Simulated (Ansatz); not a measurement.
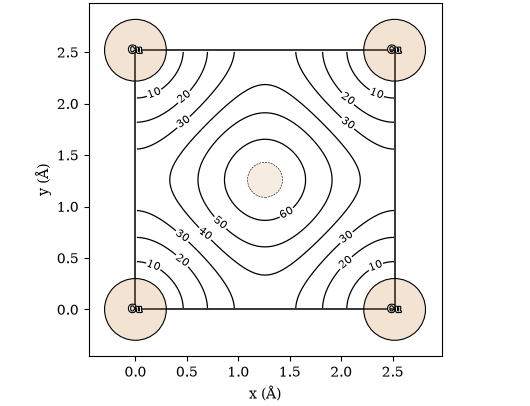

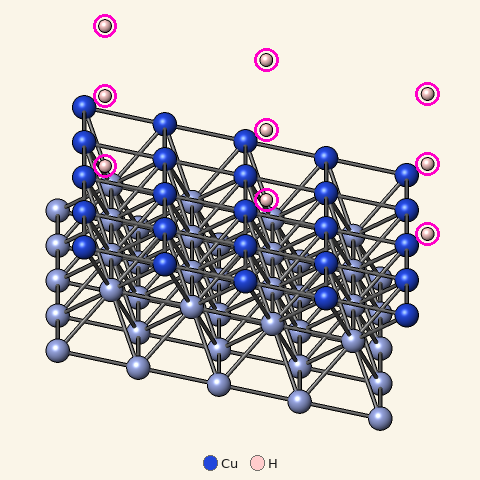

Energy landscape of H on a Cu(100) slab cut from the Fm-3m phase, its upper half relaxed before the scan (12 atoms of substrate and one adsorbate in a 2 × 2 cell). H is moved over the surface cell at a fixed height above a rigid substrate; the origin of the map has the adsorbate above Cu9; the height is held at 2.80 Å. Places are given modulo a cell vector. The map is drawn in real space over the plane of the surface. Grid: 6 × 6 points; 10 points were computed and 26 follow by symmetry. Places are given in fractions of the 1 × 1 surface cell. Energies: meV, counted from the lowest grid point. The runs have no spin polarisation, so an open-shell adsorbate far from the surface lies too high. At a fixed height the lowest place need not be the adsorption site. These are results of DFT PBE+D3(BJ), scalar-relativistic, plane waves, PAW (Ansatz 0.2.0), not measurements. Settings: cutoff 420 eV, k-mesh 5×5×1, gaussian smearing 0.1 eV, no spin polarisation.

Drawn: contour lines labelled in meV, labelled circles for the atoms of the top layer and small ones for the second layer, the outline of one cell of the plane. Between grid points the surface is interpolated. The second picture is the structure at the lowest point; rings mark the moved atoms.

Question: Summarise what can be read from the map.

Answer: The lowest grid point is at the top site over a surface Cu atom, (0/6, 0/6) of the cell vectors. No other kind of well shows on this grid. The highest grid point, a fourfold hollow over a second-layer Cu atom, (3/6, 3/6) of the cell vectors, lies 67.4 meV above the lowest. On the interpolated surface the easiest way out of the lowest well to its copy in the next cell or period passes a barrier of about 35 meV. At the lowest point the adsorbate has 1 Cu at 2.80 Å as nearest neighbours, at the highest 4 Cu at 3.32 Å.

The input of one point:

```yaml
crystal:
  lattice:
    - [5.0378287988, 0.0, 0.0]
    - [0.0, 5.0378287988, 0.0]
    - [0.0, 0.0, 20.6622829064]
  atoms:
    - { symbol: Cu, position: [0.25, 0.25, 0.1935894508] }
    - { symbol: Cu, position: [0.25, 0.75, 0.1935894508] }
    - { symbol: Cu, position: [0.75, 0.25, 0.1935894508] }
    - { symbol: Cu, position: [0.75, 0.75, 0.1935894508] }
    - { symbol: Cu, position: [0.0, 0.0, 0.2797919997] }
    - { symbol: Cu, position: [0.0, 0.5, 0.2797919997] }
    - { symbol: Cu, position: [0.5, 0.0, 0.2797919997] }
    - { symbol: Cu, position: [0.5, 0.5, 0.2797919997] }
    - { symbol: Cu, position: [0.25, 0.25, 0.3659945486] }
    - { symbol: Cu, position: [0.25, 0.75, 0.3659945486] }
    - { symbol: Cu, position: [0.75, 0.25, 0.3659945486] }
    - { symbol: Cu, position: [0.75, 0.75, 0.3659945486] }
    - { symbol: H, position: [0.25, 0.25, 0.5015071642] }
basis:
  ecutwfc: 420
kpoints:
  mp_grid: { grid: [5, 5, 1] }
hamiltonian:
  xc: pbe
  pseudopotentials: { kind: paw, azcp: { folder: soft_1 } }
  dispersion: d3bj
scf:
  occupations: { method: gaussian, width: 0.1 }
output:
  forces: true
  eigenvalues: true
efield:
  axis: 3
  dipole_correction: true
  ramp_width: 0.04
```

Each point was launched as `ansatz run input.yaml --threads 4 --pin off --max-ram 12288MiB --backend cpu --events-out ev --progress --plain --runs-dir out`. Time for the 10 points that were run: 6.1 min on 4 threads of Arm Neoverse V1 (shared host).
